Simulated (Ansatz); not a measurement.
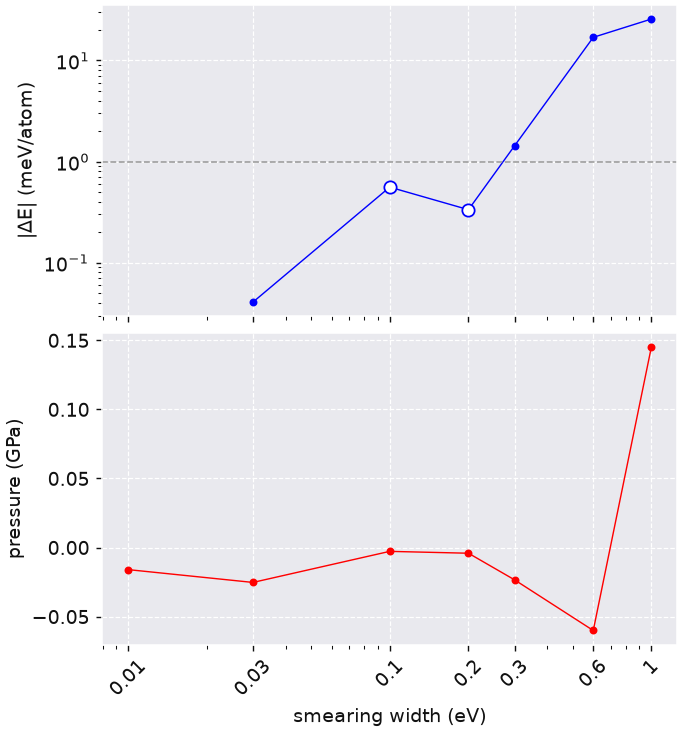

Scan of the smearing width.
The run: Ba (Im-3m, 1 atom in the cell), by DFT, r2SCAN, plane waves (500 eV) with PAW, scalar-relativistic (Ansatz); 9×9×9 k-mesh, Methfessel–Paxton smearing.
ΔE is the free energy less its value at the smallest setting, 0.01 eV.
Dashed lines or grey bands mark the tolerance: 1 meV/atom.
On logarithmic panels, open markers lie below the reference value and filled ones above.

Q: From which setting is the free energy converged to 1 meV/atom?

A: The free energy is within 1 meV/atom of the smallest setting's value from 0.2 eV down. It is off by 26 meV/atom at 1 eV, 17 meV/atom at 0.6 eV and 1.4 meV/atom at 0.3 eV (on both sides of it).

Q: How does the pressure behave (tolerance 0.1 GPa)?

A: The pressure is within 0.1 GPa of the smallest setting's value from 0.6 eV down. It is 0.14 GPa at 1 eV and −0.02 GPa at 0.01 eV.
